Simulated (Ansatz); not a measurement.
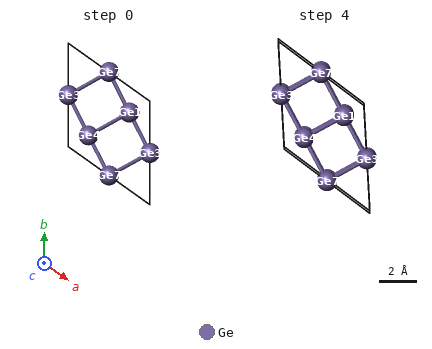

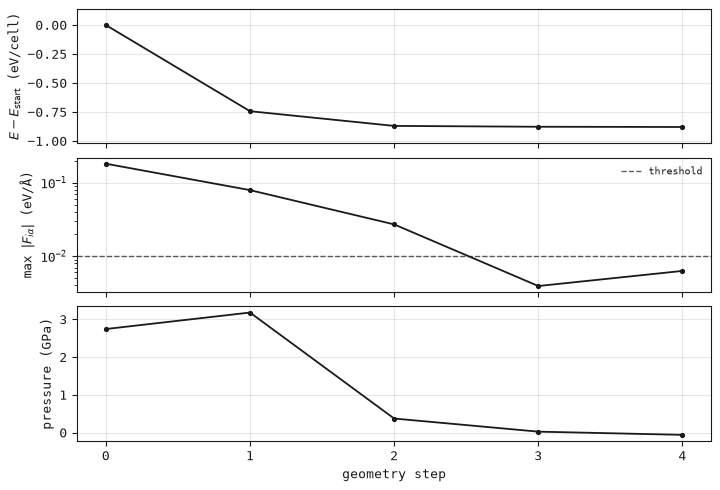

First and last geometry of a relaxation of solid Ge (set up in P1), with the history of the run. The picture is a ball-and-stick view of the reduced cell, seen along the c axis. Lengths and directions refer to the drawn axes.

Case: cell sheared at random, sigma 0.03, atoms nudged by 0.01 Å; relaxed back.

Theory: DFT PBEsol, scalar-relativistic, plane waves, PAW (Ansatz).

Input file:
```yaml
crystal:
  lattice:
    - [5.7326373405, 0.0313126573, 0.0435394614]
    - [2.8377883801, -5.2124111937, -0.1201664468]
    - [2.8247077644, -0.1332218197, -4.8721159038]
  atoms:
    - { symbol: Ge, position: [0.2475425894, 0.0011694903, 0.0007445185] }
    - { symbol: Ge, position: [0.2528550385, 0.4985818123, -0.0004988751] }
    - { symbol: Ge, position: [0.50135767, 0.0005475201, 0.4975380965] }
    - { symbol: Ge, position: [0.7519026965, -7.58952e-05, 0.0004065206] }
    - { symbol: Ge, position: [0.4975515052, 0.4999416898, 0.499505051] }
    - { symbol: Ge, position: [0.7526517374, 0.4969065776, -0.0009563804] }
    - { symbol: Ge, position: [-0.0035848384, 0.0007622486, 0.5025288604] }
    - { symbol: Ge, position: [-0.0002763985, 0.5021665565, 0.5007322086] }
basis:
  ecutwfc: 420
kpoints:
  mp_grid: { grid: [8, 8, 8] }
hamiltonian:
  xc: pbesol
scf:
  occupations: { method: gaussian, width: 0.15 }
output:
  forces: true
  stress: true
  eigenvalues: true
  write_density: true
  write_potential: true
  elf: true
  volumetric_format: npy
relax:
  adjacent_minimum: "off"
  f_tol: 0.01
  max_steps: 80
  cell: { stress_tol: 0.1 }
```

Command:
```bash
ansatz run input.yaml --threads 2 --pin off --max-ram 5120MiB --backend cpu --events-out ev --progress --plain --runs-dir out
```

### Did the run converge, and what did it change?

The run was cut off at its time limit before the program reported convergence, but its last step already meets the force threshold: the largest component is 0.0063 eV/Å against 0.01 eV/Å. The pressure is within 0.06 GPa of its target. Over 4 geometry steps the energy falls by 0.878 eV per cell of the calculation. The largest force component goes from 0.18 to 0.0063 eV/Å. Pressure: 2.75 GPa at the start and −0.06 GPa at the end. The largest move relative to the cell is that of Ge7, 0.021 Å roughly along [−1 −3 1]. Cell: a 5.633 → 5.972 Å (+6.0 %), b 5.714 → 5.975 Å (+4.6 %), c 5.936 → 5.716 Å (−3.7 %), α 101.6° → 103.2°, β 106.1° → 103.2°, γ 119.3° → 124.2°. Volume +0.5 %. Some distances before and after: Ge3–Ge4 2.434 → 2.640 Å, Ge4–Ge7 2.437 → 2.640 Å, Ge2–Ge5 2.447 → 2.639 Å, Ge1–Ge3 2.464 → 2.638 Å. The space group stays P1 (No. 1). Cost: 14 min on 2 threads of AMD EPYC 7R43 64-Core Processor (Zen 3), on a shared host, peak memory 2 GiB.
